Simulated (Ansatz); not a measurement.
Single-point calculation, with input and output: Ta

- system: Ta (C2/m, 4 atoms in the cell)
- method: DFT PBE, scalar-relativistic, plane waves, PAW, no spin polarisation (Ansatz 0.2.0)

The structure derives from an entry of the Crystallography Open Database. Figures and captions count atoms from 1; the log counts them from 0 in places.

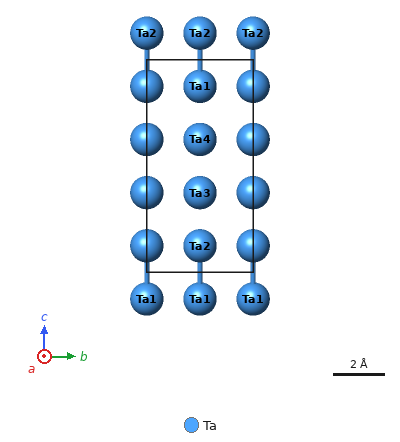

Figure 1. The input geometry (ball-and-stick view of the cell 2 times as large as that of the calculation, set on its symmetry axes, along the a axis; atoms are numbered from 1 in the order of the input).

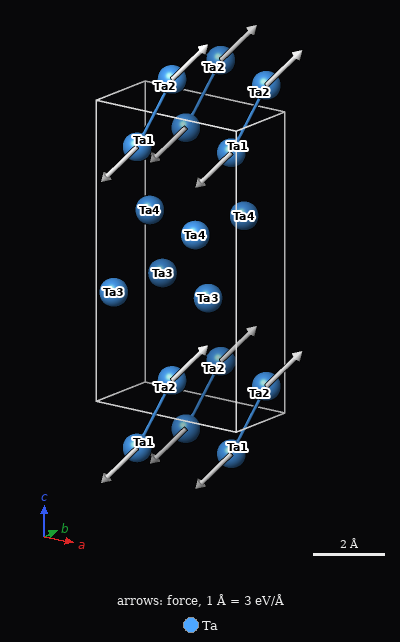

Figure 2. Forces on the atoms as white arrows (ball-and-stick view of the cell 2 times as large as that of the calculation, set on its symmetry axes, seen slightly off an axis; atoms are numbered from 1 in the order of the input); the smallest are left out. The largest act on Ta1, Ta2 (4.67 eV/Å). The geometry is not a stationary point of this energy.

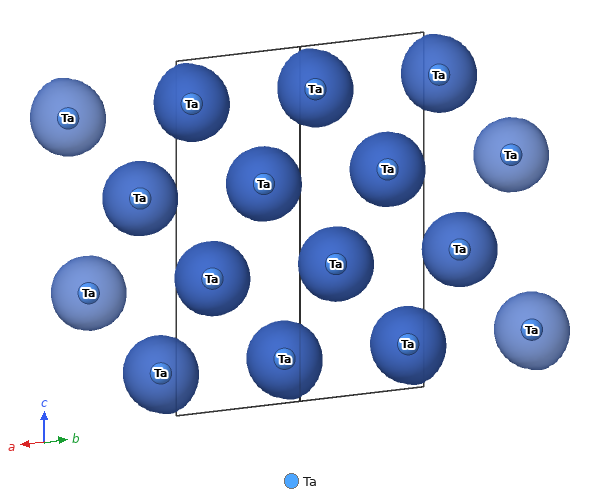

Figure 3. Isosurface of the valence electron density at 1 e/Å³ (blue), seen along [110]. Sticks mark near contacts. The outline is the cell set on symmetry axes. At this value the density breaks into separate islands; it holds about 60 % of the electrons treated as valence (semicore included). It is pinched off along the Ta–Ta (2.23 Å) contacts. On the grid the lowest density along these lines, outside the cores, is 0.86 e/Å³ (Ta–Ta, 2.23 Å). The fields are those of the smooth PAW valence density.

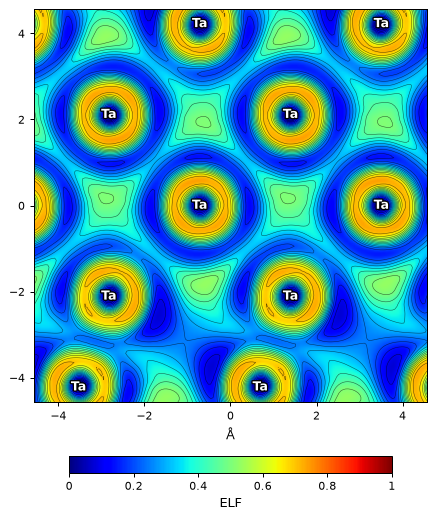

Figure 4. Electron localisation function on the (010) plane of the conventional cell. The section cuts through Ta sites. Ta–Ta (2.23 Å): the ELF is about 0.25 at the midpoint (no localised pair between them). The strong features right at Ta lie inside the PAW spheres (semicore, d or f shells) and say nothing about bonding.

The input and output of the run follow.

### The input
```yaml
crystal:
  lattice:
    - [-2.1115095939, -2.1115095939, 0.0]
    - [2.1115095939, -2.1115095939, 0.0]
    - [0.0, -1.4076730626, 8.4460383756]
  atoms:
    - { symbol: Ta, position: [-0.2916666667, -0.2916666667, 0.875] }
    - { symbol: Ta, position: [0.4583333333, 0.4583333333, 0.125] }
    - { symbol: Ta, position: [-0.125, -0.125, 0.375] }
    - { symbol: Ta, position: [0.2916666667, 0.2916666667, 0.625] }
basis:
  ecutwfc: 420
kpoints:
  mp_grid: { grid: [15, 15, 5] }
hamiltonian:
  xc: pbe
scf:
  occupations: { method: gaussian, width: 0.15 }
output:
  forces: true
  stress: true
  eigenvalues: true
  write_density: true
  write_potential: true
  elf: true
  volumetric_format: npy
```

Command:
```bash
ansatz run input.yaml --threads 2 --pin off --max-ram 4096MiB --backend cpu --events-out ev --progress --plain --runs-dir out
```

### What the program printed
```
Engine: ansatz 0.2.0, aarch64-unknown-linux-gnu
Pseudopotentials: kind: paw
Pseudopotential: Ta, paw, valence charge 13, recommended cutoff 420 eV (normal), Ta.paw.azcp
Functional definition: PBE
  parameter kappa = 0.804
  parameter beta = 0.06672455060314922
  exchange = pbe_x(kappa = kappa, mu = beta*pi^2/3)
  correlation = pbe_c(beta = beta)
Crystal: 4 atoms, lattice volume = 75.313 Å³
Basis set: ecut = 420 eV, 1425 PW (Γ), exchange–correlation on 40×40×120 points (8 copies of the dense FFT grid, shifted against one another)
Bands: 32, of which v1, the nominal top of the filled ones, is band 26 counted from 1 (25 counted from 0)
Symmetry: 4 space group operations
Space group: C2/m (ITA 12), of the structure as read, at distance tolerance 4.2e-5 Å
k-points: 304 of 1125
Non-local potential: Ta, projectors of the file, l = 0: 3, l = 1: 2, l = 2: 2, l = 3: 1
PAW form: soft (Blöchl's): semilocal exchange-correlation on the pseudo side does not see the compensation charge
PAW one-centre angular grid: Ta, 590 points (default); XC on 64 Gauss nodes
Initial density: superposition of atomic densities (neutral atoms: chi_scale 0, normalization atom), corrected by the library's trained network
Initial wavefunctions: pseudopotential atomic-orbital guess
Functional: x = pbe(κ = 0.804, μ = 0.2195149727645171), c = pbe(β = 0.06672455060314922)
SCF iter   1: F=—  HF=-39726.340844 eV  |F-HF|=—  |Δ(HF+E_count)|=         —  Δρ=9.06e-3  dr2=3.78e-1  ethr=1.77e-3  ⟨swp⟩=4.2  Hψ=39177  notcnv=0
preconditioner: auto → Kerker (q_TF=auto, 2.565 Å⁻¹)  [metal: Δε(μ)=0.000 eV  Ē_g=3.992 eV  σ=0.150 eV  W_gap=0.00  n_scr=22 (ndim 8)  ℏωp=19.1 eV  f_vac=0.000  D(μ)=4.57/eV (n_scr^D=50)]
SCF iter   2: F=—  HF=-39726.325438 eV  |F-HF|=—  |Δ(HF+E_count)|=   1.54e-2  Δρ=4.92e-3  dr2=1.14e-1  ethr=7.27e-4  ⟨swp⟩=1.0  Hψ=12160  notcnv=0  defer=4
SCF iter   3: F=—  HF=-39726.318487 eV  |F-HF|=—  |Δ(HF+E_count)|=   6.95e-3  Δρ=6.18e-4  dr2=6.78e-4  ethr=2.19e-4  ⟨swp⟩=1.3  Hψ=9641  notcnv=0  defer=4
SCF iter   4: F=—  HF=-39726.318363 eV  |F-HF|=—  |Δ(HF+E_count)|=   1.24e-4  Δρ=1.21e-4  dr2=1.52e-5  ethr=1.30e-6  ⟨swp⟩=2.0  Hψ=12417  notcnv=0  defer=4
SCF iter   5: F=—  HF=-39726.318340 eV  |F-HF|=—  |Δ(HF+E_count)|=   2.31e-5  Δρ=2.74e-5  dr2=9.35e-7  ethr=2.92e-8  ⟨swp⟩=2.4  Hψ=14114  notcnv=0  defer=4
SCF iter   6: F=-39726.318340 eV  HF=-39726.318340 eV  |F-HF|=1.89e-8  |Δ(HF+E_count)|=   1.14e-7  Δρ=6.27e-6  dr2=4.24e-8  ethr=1.92e-10  ⟨swp⟩=12.6  Hψ=68923  notcnv=0
SCF 1 converged in 6 iterations: F = -39726.318340 eV  dr2 = 4.24e-8
  greatest PAW one-centre occupation: 1.000 electrons in one spin orbital (limit 2), on the Ta atom at site 1 (counted from 0), in its partial waves of l = 0
SCF converged after 6 iterations
Free energy (F): -39726.318340 eV
Harris-Foulkes:  -39726.318340 eV  (|F-HF|=1.89e-8)
Internal energy: -39726.268503 eV  (E = F + TS)
E sigma→0 (E₀):  -39726.293422 eV
Entropy (-TS):   -0.049836 eV (-12.459 meV/atom)
Fermi energy:    17.975614 eV
--- Per-component energies (eV) ---
  E_band       = -465.413294
  E_kinetic    = 1465.731545
  E_local      = -2398.393218  (includes V_loc(G=0)·N_el)
  E_nonlocal   = 61.615211
  E_hartree    = 836.952098
  E_xc         = -873.313475
  E_vxc        = -815.491079  (∫ρ·V_xc dr)
  E_paw        = -33587.457980  (= ΣΔE_a)
  E_vpaw       = -452.778017  (= ΣTr[D̂ρ^β])
  E_aug_tail   = 0.000666  (compensation charges beyond the density's cutoff)
  E_ewald      = -5231.403351
  E_smearing   = -0.049836  (= −TS)
  E_closure    = -0.000000  (closes the sum)
  Σ components = -39726.318340   (vs F -39726.318340, Δ=0.00e0)
--- Forces (eV/Å), atoms counted from 1 ---
  atom   1  Ta     0.00000000    -2.75893059    -3.76468762
  atom   2  Ta     0.00000000     2.75893059     3.76468762
  atom   3  Ta     0.00000000    -0.29619512    -0.01823827
  atom   4  Ta     0.00000000     0.29619512     0.01823827
  max |Σ_I F_I| component: 4.44e-16 eV/Å
--- Stress (GPa, compression-positive) ---
       -4.232208       0.000000       0.000000
        0.000000      -0.728137       9.328538
        0.000000       9.328538      23.641168
  P = ⅓ Tr σ = 6.2269 GPa (62.269 kbar)
--- Band table (eV; the first three rows and the last of 304) ---
  k-point 0: bands = ["-49.6515", "-49.5919", "-49.4051", "-48.9878", "-17.4396", "-16.3418", "-15.9802", "-15.9795", "-15.9721", "-15.8316", "-15.8253", "-15.6326", "-15.6059", "-15.3309", "-15.2876", "-14.4618", "10.0570", "12.6437", "12.7412", "14.0142", "14.9362", "15.3495", "16.7326", "17.3304", "17.6320", "18.2491", "18.9828", "19.0203", "19.3544", "20.0626", "20.8876", "21.1943"]
  k-point 1: bands = ["-49.6508", "-49.5929", "-49.4048", "-48.9878", "-17.4363", "-16.3703", "-15.9841", "-15.9775", "-15.9446", "-15.8224", "-15.8157", "-15.6451", "-15.6128", "-15.3278", "-15.2860", "-14.4666", "10.1887", "11.9478", "13.2401", "14.0726", "14.8652", "15.4910", "16.6193", "17.5352", "17.6392", "18.2011", "18.8516", "19.2306", "19.6592", "19.7377", "20.8000", "21.1883"]
  k-point 2: bands = ["-49.6497", "-49.5945", "-49.4042", "-48.9879", "-17.4310", "-16.4096", "-15.9899", "-15.9838", "-15.8939", "-15.8072", "-15.7990", "-15.6694", "-15.6249", "-15.3229", "-15.2834", "-14.4744", "10.5573", "11.2302", "13.4328", "14.2246", "14.7895", "15.7258", "16.4071", "17.6098", "17.8171", "18.2985", "18.8049", "19.2923", "19.8381", "20.0535", "20.3656", "20.8782"]
  k-point 303: bands = ["-49.5622", "-49.5615", "-49.3428", "-48.9379", "-17.3195", "-16.5338", "-16.5193", "-16.3404", "-16.2430", "-16.1219", "-16.0701", "-16.0313", "-16.0218", "-15.6758", "-15.6663", "-14.4819", "13.8623", "14.1479", "14.4366", "14.6418", "14.8771", "15.4409", "15.5454", "16.4814", "17.6509", "18.6865", "19.1483", "19.7148", "20.8342", "21.5861", "22.3620", "24.0515"]
```

### Summary

- outcome: converged
- space group (tolerance 0.01 Å): C2/m (12)
- electrons treated: 52
- free energy: −39726.3183 eV
- Fermi energy: 17.976 eV
- gap on the k-point mesh: none (metallic)
- pressure: 6.23 GPa
- largest force (length of the vector): 4.667 eV/Å
- hardware: 2 threads of Arm Neoverse V1, 24 GiB of memory available, shared host
- wall time: 20 s (CPU time 40 s)
- peak memory: 0.7 GiB

### Remarks

Spin–orbit coupling is left out, which matters for Ta.
